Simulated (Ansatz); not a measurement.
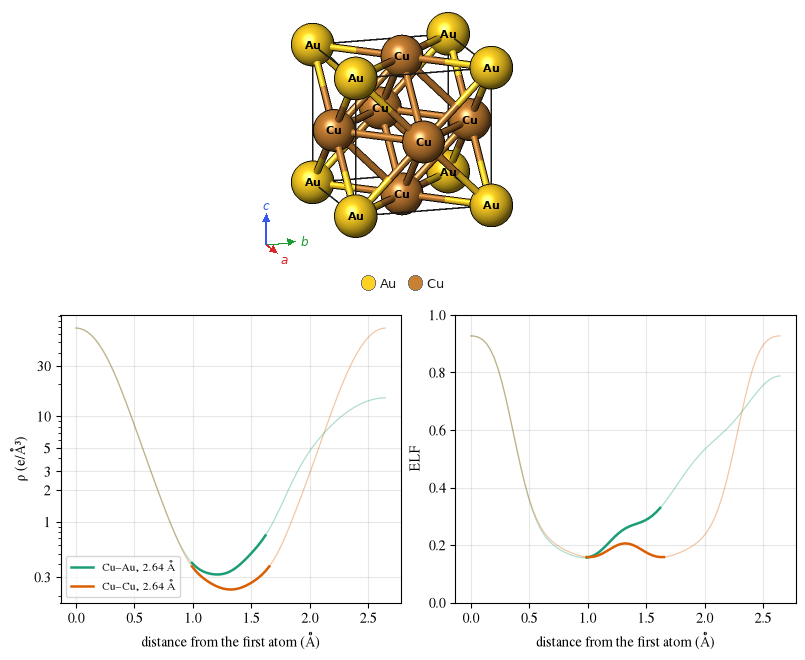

Figure. Cu$_{3}$Au. Valence charge density (pseudo) and electron localisation function along straight lines between neighbouring atoms. Thin, pale parts lie inside the atomic spheres. The structure is drawn too.

Space group Pm-3m; computed pressure about 5 GPa in this cell.

The calculation used Kohn-Sham DFT of a periodic cell, PBE, Ansatz PAW in Ansatz.

The density is the valence pseudo-density of a PAW calculation; it isn't the true density close to the nuclei.

Compare the contacts.

Answer. Cu–Au (2.64 Å): ρ at the midpoint is about 0.34 e/Å³; the ELF is about 0.25 at the midpoint: no localised pair shows between them.
Cu–Cu (2.64 Å): ρ at the midpoint is about 0.23 e/Å³; the ELF is about 0.20 at the midpoint (no shared electron pair shows on this line).
